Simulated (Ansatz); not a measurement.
# Thickness series of a Mo/SiC/W junction, part 6 of 6

Wanted: T(E), the conductance and its decay constant for Mo/SiC/W. The lower electrode is Mo bcc(001), the upper one W bcc(001); the barrier is SiC zinc blende(001) (Si and Si faces). In the first transport cell, after relaxation, the nearest pair of electrode and barrier is Mo–Si at 2.64 Å, at a slant, at the lower face and W–Si at 2.62 Å, at a slant, at the upper one. All share a net of side 3.15 Å, which strains the lower electrode by +0.0 %, the upper one by -0.6 % and the barrier by +1.7 %, against typed lattice constants near PBE's. The first steps treat the bulk electrodes alone.

Ansatz 0.2.0; PBE DFT, plane waves, PAW files (the session's first sound run).

So far, transmission at the Fermi level (a spin, zone mean): step 5 (transmission over a wide range of energy) 0.00368; step 6 (27 atoms, atomic planes in the barrier 5, gap between the …) 0.0479; step 7 (29 atoms, atomic planes in the barrier 7, gap between the …) 0.0104; step 12 (41 atoms, atomic planes in the barrier 19, gap between the …) 4.2e-6.

## 13. Conductance on a fine mesh, atomic planes in the barrier 21, gap between the electrodes 25.89 Å

Level of this step: PBE DFT, plane waves, PAW files; ballistic transmission by layer matching between semi-infinite leads (Ansatz).

System of this step: Mo/SiC/W. The cell holds 43 atoms: 11 Mo, 11 Si, 10 C and 11 W. Cell: a = 3.150 Å, b = 3.150 Å, c = 71.534 Å, α = 90.0°, β = 90.0°, γ = 90.0°. Regions: left electrode, 11 atoms (11 Mo); barrier, 21 atoms (11 Si and 10 C); right electrode, 11 atoms (11 W). Vacuum lies along c.

Barrier layers are added or taken out in the middle, and the relaxed faces stay.

Contents of input.yaml:

```yaml
crystal:
  lattice:
    - [3.15, 0.0, 0.0]
    - [0.0, 3.15, 0.0]
    - [0.0, 0.0, 71.5336596756]
  atoms:
    - { symbol: Mo, position: [0.0, 0.0, 0.0978560307] }
    - { symbol: Mo, position: [0.5, 0.5, 0.1199939631] }
    - { symbol: Mo, position: [0.0, 0.0, 0.1421318956] }
    - { symbol: Mo, position: [0.5, 0.5, 0.164269828] }
    - { symbol: Mo, position: [0.0, 0.0, 0.1864077604] }
    - { symbol: Mo, position: [0.5, 0.5, 0.2085456928] }
    - { symbol: Mo, position: [0.0, 0.0, 0.2306836252] }
    - { symbol: Mo, position: [0.5, 0.5, 0.2528215576] }
    - { symbol: Mo, position: [0.0, 0.0, 0.27495949] }
    - { symbol: Mo, position: [0.5, 0.5, 0.2970974224] }
    - { symbol: Mo, position: [0.0, 0.0, 0.3174454653] }
    - { symbol: Si, position: [0.5, 0.0, 0.3470116445] }
    - { symbol: C, position: [0.0, 0.0, 0.3625352599] }
    - { symbol: Si, position: [0.0, 0.5, 0.3777305682] }
    - { symbol: C, position: [0.5, 0.5, 0.3926101323] }
    - { symbol: Si, position: [0.5, 0.0, 0.4079812964] }
    - { symbol: C, position: [0.0, 0.0, 0.4228604111] }
    - { symbol: Si, position: [0.0, 0.5, 0.4382315752] }
    - { symbol: C, position: [0.5, 0.5, 0.4531106899] }
    - { symbol: Si, position: [0.5, 0.0, 0.468481854] }
    - { symbol: C, position: [0.0, 0.0, 0.4833609687] }
    - { symbol: Si, position: [0.0, 0.5, 0.4987321328] }
    - { symbol: C, position: [0.5, 0.5, 0.5136112475] }
    - { symbol: Si, position: [0.5, 0.0, 0.5289824115] }
    - { symbol: C, position: [0.0, 0.0, 0.5438615263] }
    - { symbol: Si, position: [0.0, 0.5, 0.5592326903] }
    - { symbol: C, position: [0.5, 0.5, 0.5741118051] }
    - { symbol: Si, position: [0.5, 0.0, 0.5894829691] }
    - { symbol: C, position: [0.0, 0.0, 0.6043620839] }
    - { symbol: Si, position: [0.0, 0.5, 0.6197276736] }
    - { symbol: C, position: [0.5, 0.5, 0.6345405711] }
    - { symbol: Si, position: [0.5, 0.0, 0.6501214505] }
    - { symbol: W, position: [0.0, 0.0, 0.6794363039] }
    - { symbol: W, position: [0.5, 0.5, 0.7002486138] }
    - { symbol: W, position: [0.0, 0.0, 0.7226814311] }
    - { symbol: W, position: [0.5, 0.5, 0.7451142483] }
    - { symbol: W, position: [0.0, 0.0, 0.7675470656] }
    - { symbol: W, position: [0.5, 0.5, 0.7899798829] }
    - { symbol: W, position: [0.0, 0.0, 0.8124127002] }
    - { symbol: W, position: [0.5, 0.5, 0.8348455174] }
    - { symbol: W, position: [0.0, 0.0, 0.8572783347] }
    - { symbol: W, position: [0.5, 0.5, 0.879711152] }
    - { symbol: W, position: [0.0, 0.0, 0.9021439693] }
kpoints:
  mp_grid: { grid: [8, 8, 1] }
scf:
  occupations: { method: fermi_dirac, width: 0.1 }
  max_iter: 150
hamiltonian:
  xc: pbe
output:
  transmission:
    kmesh: [26, 26]
    e_range: [-0.26, 0.27]
    de: 0.0375
    leads: [[4, 5], [37, 38]]
```

Launch:

```
$ ansatz run input.yaml --threads 4 --pin off --max-ram 12288MiB --backend cpu --events-out ev --progress --plain --runs-dir out
```

Numbers of over 12 decimals in the logs are rounded to 6 here.

What it wrote:

```text
[...]
Crystal: 43 atoms, lattice volume = 709.793 Å³
Basis set: ecut = 420 eV, 14007 PW (Γ)
Bands: 239, of which v1, the nominal top of the filled ones, is band 196 counted from 1 (195 counted from 0)
Symmetry: 4 space group operations
[...]
k-points: 25 of 64
[...]
channels       : 1.600592e0 a spin
[...]
slowest decay  : 0.0157 /Å at (0.1923, 0.2308)
[...]
filled         : 39.2 meV under the level at which it is neutral
    channels       : 1.198225e0 a spin
[...]
slowest decay  : 0.0336 /Å at (0.4231, 0.4231)
  junction   : crystal 0 to crystal 1, 14.82 to 56.41 Å
    transmission   : 1.511640e-6 a spin
[...]
resistance     : 7.0722e2 Ω µm² beyond half of each lead's own
[key lines of the parts left out:]
SCF converged after 14 iterations
Free energy (F): -178248.918367 eV
Fermi energy:    13.065699 eV
```

The job ended after 16 min (4 threads of Arm Neoverse V1, shared host; peak memory 5.1 GiB).

One spin. The transmission, zone mean by energy, zero at the Fermi level:

| energy (eV) | transmission, zone mean |
| --- | --- |
| -0.260 | 1.0e-5 |
| -0.223 | 8.7e-6 |
| -0.185 | 1.2e-5 |
| -0.147 | 1.8e-5 |
| -0.110 | 4.7e-6 |
| -0.072 | 1.9e-6 |
| -0.035 | 1.6e-6 |
| 0.003 | 1.5e-6 |
| 0.040 | 1.7e-6 |
| 0.077 | 2.0e-6 |
| 0.115 | 2.0e-6 |
| 0.152 | 2.2e-6 |
| 0.190 | 2.6e-6 |
| 0.228 | 3.2e-6 |
| 0.265 | 2.5e-6 |

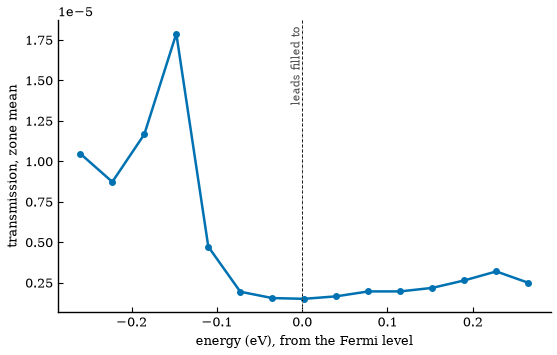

Transmission, zone mean against energy.

G = 1.4e9 S/m² (1/G = 707 Ω µm²), 0.38 times the step before of this kind. The largest error estimate is 139 %, from the leads' potential steps. In the worse lead the potential repeats within 61 meV, which the program flags as too much for a lead, so G carries that doubt.

## 14. Side by side

Times are for 4 threads of Arm Neoverse V1, shared host. The runs compared:

| no. | gap between the electrodes (Å) | junction conductance (S/m²) | resistance-area product beyond the leads (Ω um²) | time | memory (GiB) |
| --- | --- | --- | --- | --- | --- |
| 1 | 8.58 | 3.88e13 | 0.02486 | 8.8 min | 3.4 |
| 2 | 10.75 | 9.35e12 | 0.1060 | 13 min | 3.6 |
| 3 | 12.91 | 3.24e12 | 0.3077 | 12 min | 3.8 |
| 4 | 15.07 | 6.35e11 | 1.573 | 11 min | 4.0 |
| 5 | 17.24 | 1.97e11 | 5.084 | 12 min | 4.2 |
| 6 | 19.4 | 4.69e10 | 21.31 | 13 min | 4.4 |
| 7 | 23.73 | 3.70e9 | 270.0 | 16 min | 4.9 |
| 8 | 25.89 | 1.41e9 | 707.2 | 16 min | 5.1 |

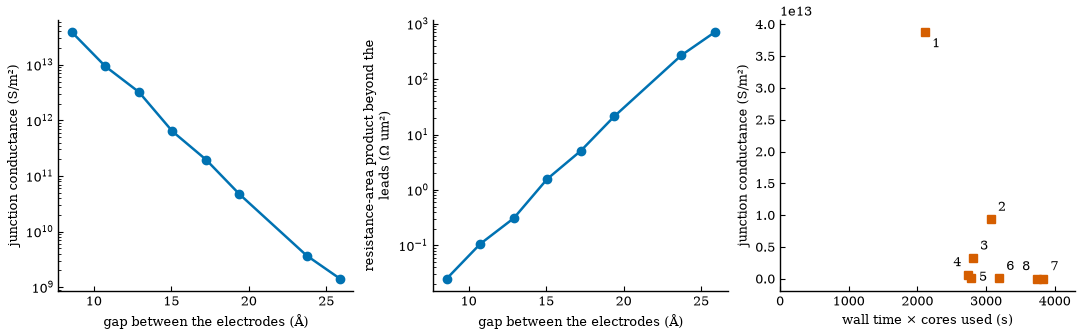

The series as plots; the last panel sets the first result against cost, with the runs numbered as in the table.

The runs together. Transmission, zone mean against energy, zero at the Fermi level:

| energy (eV) | 8.58 | 10.75 | 15.07 | 17.24 | 23.73 | 25.89 |
| --- | --- | --- | --- | --- | --- | --- |
| -0.260 | 0.0787 | 0.0386 | 0.00526 | 0.00148 | 3.6e-5 | 1.0e-5 |
| -0.223 | 0.0668 | 0.0305 | 0.00494 | 0.00145 | 3.6e-5 | 8.7e-6 |
| -0.185 | 0.0582 | 0.0230 | 0.00772 | 0.00143 | 3.7e-5 | 1.2e-5 |
| -0.147 | 0.0611 | 0.0208 | 0.00697 | 0.00293 | 4.6e-5 | 1.8e-5 |
| -0.110 | 0.0581 | 0.0168 | 0.00187 | 5.0e-4 | 1.2e-5 | 4.7e-6 |
| -0.072 | 0.0613 | 0.0164 | 0.00110 | 3.0e-4 | 6.0e-6 | 1.9e-6 |
| -0.035 | 0.0538 | 0.0154 | 9.0e-4 | 2.7e-4 | 4.7e-6 | 1.6e-6 |
| 0.003 | 0.0479 | 0.0104 | 7.0e-4 | 2.3e-4 | 4.2e-6 | 1.5e-6 |
| 0.040 | 0.0464 | 0.00962 | 6.3e-4 | 2.0e-4 | 3.9e-6 | 1.7e-6 |
| 0.077 | 0.0476 | 0.00908 | 6.1e-4 | 2.0e-4 | 3.9e-6 | 2.0e-6 |
| 0.115 | 0.0428 | 0.00834 | 4.4e-4 | 1.7e-4 | 3.1e-6 | 2.0e-6 |
| 0.152 | 0.0405 | 0.00686 | 3.6e-4 | 1.5e-4 | 2.9e-6 | 2.2e-6 |
| 0.190 | 0.0320 | 0.00633 | 3.3e-4 | 1.4e-4 | 2.9e-6 | 2.6e-6 |
| 0.228 | 0.0329 | 0.00568 | 2.9e-4 | 1.3e-4 | 2.8e-6 | 3.2e-6 |
| 0.265 | 0.0271 | 0.00530 | 2.6e-4 | 9.1e-5 | 2.2e-6 | 2.5e-6 |

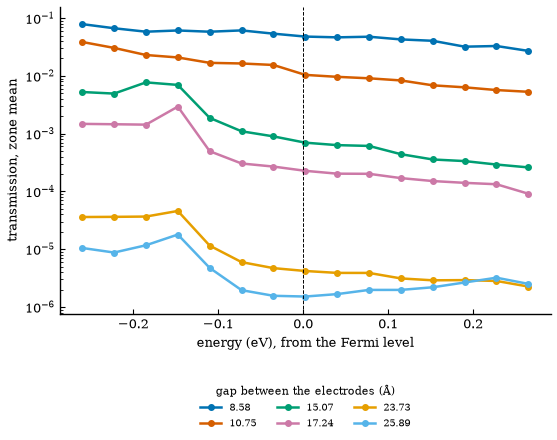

Transmission, zone mean against energy.

## 15. Fit against thickness

This step: Fit of the logarithm of the conductance against the barrier's thickness, from PBE DFT, plane waves, PAW files (Ansatz 0.2.0).

No new run: the logarithm is fitted against the thickness.

This step gave:

| Property | Result |
| --- | --- |
| decay constant of the conductance | 0.6 Å⁻¹ |
| r.m.s. misfit of ln G | 0.14 |

From the end points alone, β = ln(3.88e+13 / 1.41e+09) / 17.31 Å = 10.22 / 17.31 Å = 0.59 Å⁻¹. One end point carries an error estimate of 139 %; a factor of 2.4 on it would move β by 0.05 Å⁻¹.

## 16. A repeat with changed settings

This step: PBE DFT, plane waves, PAW files; ballistic transmission by layer matching between semi-infinite leads; changed: total_charge = -1 (Ansatz 0.2.0).

System of this step: Mo/SiC/W. The cell holds 31 atoms: 11 Mo, 5 Si, 4 C and 11 W. Its edges and angles: a = 3.150 Å, b = 3.150 Å, c = 58.550 Å, α = 90.0°, β = 90.0°, γ = 90.0°. Regions: left electrode, 11 atoms (11 Mo); barrier, 9 atoms (5 Si and 4 C); right electrode, 11 atoms (11 W). Vacuum lies along c. The cell carries charge −1.

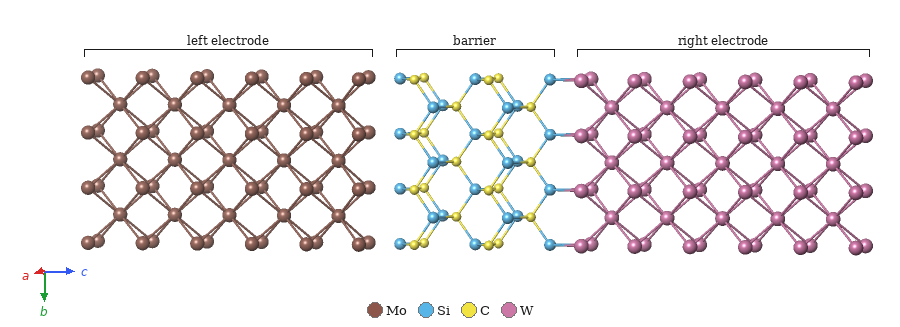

The cell of this step (molybdenum brown, silicon blue, carbon yellow, tungsten pink). 1×3×1 cells are drawn. Some periodic images of atoms are drawn too.

It is meant to test what a charged cell does. Where the input is shown as a difference, that is against the step before, not the twin.

Contents of input.yaml:

```yaml
crystal:
  lattice:
    - [3.15, 0.0, 0.0]
    - [0.0, 3.15, 0.0]
    - [0.0, 0.0, 58.5501807867]
  atoms:
    - { symbol: Mo, position: [0.0, 0.0, 0.1195555659] }
    - { symbol: Mo, position: [0.5, 0.5, 0.1466025759] }
    - { symbol: Mo, position: [0.0, 0.0, 0.1736495859] }
    - { symbol: Mo, position: [0.5, 0.5, 0.2006965958] }
    - { symbol: Mo, position: [0.0, 0.0, 0.2277436058] }
    - { symbol: Mo, position: [0.5, 0.5, 0.2547906157] }
    - { symbol: Mo, position: [0.0, 0.0, 0.2818376257] }
    - { symbol: Mo, position: [0.5, 0.5, 0.3088846357] }
    - { symbol: Mo, position: [0.0, 0.0, 0.3359316456] }
    - { symbol: Mo, position: [0.5, 0.5, 0.3629786556] }
    - { symbol: Mo, position: [0.0, 0.0, 0.3878388688] }
    - { symbol: Si, position: [0.5, 0.0, 0.4239613362] }
    - { symbol: C, position: [0.0, 0.0, 0.442927307] }
    - { symbol: Si, position: [0.0, 0.5, 0.4614921688] }
    - { symbol: C, position: [0.5, 0.5, 0.4796712703] }
    - { symbol: Si, position: [0.5, 0.0, 0.4984509837] }
    - { symbol: C, position: [0.0, 0.0, 0.5166295361] }
    - { symbol: Si, position: [0.0, 0.5, 0.5354024392] }
    - { symbol: C, position: [0.5, 0.5, 0.5535000907] }
    - { symbol: Si, position: [0.5, 0.0, 0.5725360237] }
    - { symbol: W, position: [0.0, 0.0, 0.6083514341] }
    - { symbol: W, position: [0.5, 0.5, 0.6337788652] }
    - { symbol: W, position: [0.0, 0.0, 0.6611861507] }
    - { symbol: W, position: [0.5, 0.5, 0.6885934361] }
    - { symbol: W, position: [0.0, 0.0, 0.7160007215] }
    - { symbol: W, position: [0.5, 0.5, 0.7434080069] }
    - { symbol: W, position: [0.0, 0.0, 0.7708152924] }
    - { symbol: W, position: [0.5, 0.5, 0.7982225778] }
    - { symbol: W, position: [0.0, 0.0, 0.8256298632] }
    - { symbol: W, position: [0.5, 0.5, 0.8530371486] }
    - { symbol: W, position: [0.0, 0.0, 0.8804444341] }
kpoints:
  mp_grid: { grid: [8, 8, 1] }
scf:
  occupations: { method: fermi_dirac, width: 0.1 }
  max_iter: 150
hamiltonian:
  xc: pbe
output:
  transmission:
    kmesh: [10, 10]
    e_range: [-3, 3]
    de: 0.1
    leads: [[4, 5], [25, 26]]
  dos: { projected: true, e_range: [-6, 5], de: 0.05 }
  write_potential: true
  write_density: true
  volumetric_format: npy
total_charge: -1
```

What it wrote:

```text
Engine: ansatz 0.2.0, aarch64-unknown-linux-gnu
Pseudopotentials: kind: paw
Pseudopotential: Mo, paw, valence charge 14, recommended cutoff 420 eV (normal), Mo.paw.azcp
Pseudopotential: Si, paw, valence charge 4, recommended cutoff 420 eV (normal), Si.paw.azcp
Pseudopotential: C, paw, valence charge 4, recommended cutoff 420 eV (normal), C.paw.azcp
Pseudopotential: W, paw, valence charge 14, recommended cutoff 420 eV (normal), W.paw.azcp
Functional definition: PBE
  parameter kappa = 0.804
  parameter beta = 0.066725
  exchange = pbe_x(kappa = kappa, mu = beta*pi^2/3)
  correlation = pbe_c(beta = beta)
Crystal: 31 atoms, lattice volume = 580.964 Å³
Basis set: ecut = 420 eV, 11451 PW (Γ)
Bands: 207, of which v1, the nominal top of the filled ones, is band 173 counted from 1 (172 counted from 0)
Symmetry: 4 space group operations
Space group: Pmm2 (ITA 25), of the structure as read, at distance tolerance 8.3e-5 Å
k-points: 25 of 64
Non-local potential: Mo, projectors of the file, l = 0: 3, l = 1: 2, l = 2: 2, l = 3: 1
Non-local potential: Si, projectors of the file, l = 0: 2, l = 1: 2, l = 2: 2
Non-local potential: C, projectors of the file, l = 0: 2, l = 1: 2, l = 2: 1
Non-local potential: W, projectors of the file, l = 0: 3, l = 1: 2, l = 2: 2, l = 3: 1
PAW form: soft (Blöchl's): semilocal exchange-correlation on the pseudo side does not see the compensation charge
PAW one-centre angular grid: Mo, 590 points (default); XC on 64 Gauss nodes
PAW one-centre angular grid: Si, 110 points (default); XC on 64 Gauss nodes
PAW one-centre angular grid: C, 110 points (default); XC on 64 Gauss nodes
PAW one-centre angular grid: W, 590 points (default); XC on 64 Gauss nodes
Initial density: superposition of atomic densities (neutral atoms scaled as one to the charged cell's electrons: chi_scale 0, normalization atom), corrected by the library's trained network
Initial wavefunctions: pseudopotential atomic-orbital guess
Functional: x = pbe(κ = 0.804, μ = 0.219515), c = pbe(β = 0.066725)
SCF iter   1: F=—  HF=-173124.038731 eV  |F-HF|=—  |Δ(HF+E_count)|=         —  Δρ=2.25e-1  dr2=8.24e4  ethr=1.77e-3  ⟨swp⟩=16.2  Hψ=39684  notcnv=0
preconditioner: auto → LDOS  [metal: Δε(μ)=0.008 eV  Ē_g=5.867 eV  σ=0.100 eV  W_gap=0.02  n_scr=162 (ndim 8)  ℏωp=20.0 eV  f_vac=0.185  D(μ)=27.66/eV (n_scr^D=278)  β→1.0]
SCF iter   2: F=—  HF=-173051.540811 eV  |F-HF|=—  |Δ(HF+E_count)|=    7.25e1  Δρ=1.70e-1  dr2=8.60e3  ethr=1.77e-3  ⟨swp⟩=18.5  Hψ=39365  notcnv=0  defer=60
SCF iter   3: F=—  HF=-172926.053827 eV  |F-HF|=—  |Δ(HF+E_count)|=    1.25e2  Δρ=6.88e-2  dr2=5.84e2  ethr=1.77e-3  ⟨swp⟩=8.5  Hψ=20793  notcnv=0  defer=13
SCF iter   4: F=—  HF=-172926.615851 eV  |F-HF|=—  |Δ(HF+E_count)|=   5.62e-1  Δρ=9.10e-2  dr2=1.63e3  ethr=1.77e-3  ⟨swp⟩=11.7  Hψ=27607  notcnv=0  defer=16  recentre
SCF iter   5: F=—  HF=-172916.211588 eV  |F-HF|=—  |Δ(HF+E_count)|=    1.04e1  Δρ=5.25e-2  dr2=2.56e2  ethr=1.77e-3  ⟨swp⟩=10.8  Hψ=20177  notcnv=0  defer=27
SCF iter   6: F=—  HF=-172912.200791 eV  |F-HF|=—  |Δ(HF+E_count)|=    4.01e0  Δρ=1.50e-2  dr2=5.12e0  ethr=1.77e-3  ⟨swp⟩=8.2  Hψ=13403  notcnv=0  defer=11
SCF iter   7: F=—  HF=-172912.045400 eV  |F-HF|=—  |Δ(HF+E_count)|=   1.55e-1  Δρ=7.92e-3  dr2=2.43e0  ethr=1.48e-3  ⟨swp⟩=4.4  Hψ=8227  notcnv=0  defer=11
SCF iter   8: F=—  HF=-172912.163293 eV  |F-HF|=—  |Δ(HF+E_count)|=   1.18e-1  Δρ=8.57e-3  dr2=1.01e1  ethr=7.04e-4  ⟨swp⟩=4.9  Hψ=8273  notcnv=0  defer=9  recentre
SCF iter   9: F=—  HF=-172912.096271 eV  |F-HF|=—  |Δ(HF+E_count)|=   6.70e-2  Δρ=5.76e-3  dr2=1.24e0  ethr=7.04e-4  ⟨swp⟩=3.5  Hψ=7490  notcnv=0  defer=4
SCF iter  10: F=—  HF=-172912.083542 eV  |F-HF|=—  |Δ(HF+E_count)|=   1.27e-2  Δρ=1.75e-3  dr2=1.33e-1  ethr=3.60e-4  ⟨swp⟩=2.9  Hψ=6492  notcnv=0  defer=1
SCF iter  11: F=—  HF=-172912.077647 eV  |F-HF|=—  |Δ(HF+E_count)|=   5.89e-3  Δρ=4.26e-4  dr2=1.35e-2  ethr=3.86e-5  ⟨swp⟩=3.2  Hψ=7111  notcnv=0  defer=2
SCF iter  12: F=—  HF=-172912.077005 eV  |F-HF|=—  |Δ(HF+E_count)|=   6.42e-4  Δρ=4.02e-4  dr2=4.44e-3  ethr=3.92e-6  ⟨swp⟩=3.7  Hψ=8303  notcnv=0  defer=3
SCF iter  13: F=—  HF=-172912.076375 eV  |F-HF|=—  |Δ(HF+E_count)|=   6.30e-4  Δρ=1.27e-4  dr2=4.94e-4  ethr=1.29e-6  ⟨swp⟩=2.7  Hψ=7921  notcnv=0  defer=3
SCF iter  14: F=—  HF=-172912.076446 eV  |F-HF|=—  |Δ(HF+E_count)|=   7.11e-5  Δρ=6.37e-5  dr2=1.12e-4  ethr=1.43e-7  ⟨swp⟩=3.1  Hψ=8566  notcnv=0  defer=2
SCF iter  15: F=—  HF=-172912.076456 eV  |F-HF|=—  |Δ(HF+E_count)|=   1.05e-5  Δρ=2.55e-5  dr2=3.16e-5  ethr=3.25e-8  ⟨swp⟩=2.2  Hψ=7630  notcnv=0
SCF iter  16: F=—  HF=-172912.076247 eV  |F-HF|=—  |Δ(HF+E_count)|=   2.09e-4  Δρ=1.06e-5  dr2=2.57e-6  ethr=9.15e-9  ⟨swp⟩=2.3  Hψ=7224  notcnv=0
SCF iter  17: F=—  HF=-172912.076249 eV  |F-HF|=—  |Δ(HF+E_count)|=   2.19e-6  Δρ=4.28e-6  dr2=2.67e-7  ethr=7.45e-10  ⟨swp⟩=2.8  Hψ=7695  notcnv=0
SCF iter  18: F=-172912.076250 eV  HF=-172912.076250 eV  |F-HF|=7.19e-9  |Δ(HF+E_count)|=   2.56e-7  Δρ=2.11e-6  dr2=6.71e-8  ethr=2.90e-11  ⟨swp⟩=17.8  Hψ=27333  notcnv=0
SCF 1 converged in 18 iterations: F = -172912.076250 eV  dr2 = 6.71e-8
[...]
```

Wall time 6.4 min (4 threads); peak memory 3.8 GiB.

The run was cut off at the time limit after its SCF cycle had converged; no result of it is taken.

## 17. Summary of results

```json
{
 "1/G at 8.58 Å gap": "0.0258 Ω um²",
 "1/G at 25.9 Å gap": "707 Ω um²",
 "decay constant β": "0.6 Å⁻¹"
}
```

What this shows: A fit of ln G against d gives β = 0.6 Å⁻¹, and step by step the slopes are 0.66, 0.49, 0.75, 0.54, 0.66, 0.59 and 0.45 Å⁻¹. They differ by more than a fifth, so the fit is an average; how much of this is a real bend and how much error of the runs wasn't traced. At the Fermi level the layers of the barrier in the wide-window run (9 planes) hold from 0.0075 to 0.12 states an eV and atom. The program's largest error estimate on these conductances is 139 %, from the leads' potential steps, in the run that gave 1.4e9 S/m², so that value may be off by a large factor, and what is derived from it shares the doubt. In 8 of these 8 runs a lead's potential steps by more than 25 meV, which the program flags as too much. No spin-orbit coupling, phonons, disorder or image charges enter; the interfaces are ordered, one cell wide and lattice-matched by strain. Semilocal gaps are too small, which can bring a band edge of the barrier nearer to the Fermi level than it is.

[Logs are printed without paths, hosts, clocks, repeated set-up lines and the standing remarks that a program may print on its own settings, such as how far it seeks lower states.]

[Hosts, paths, dates, database ids (printed as entryN), source tags and the programs' standing remarks are cut or masked in the printed files.]
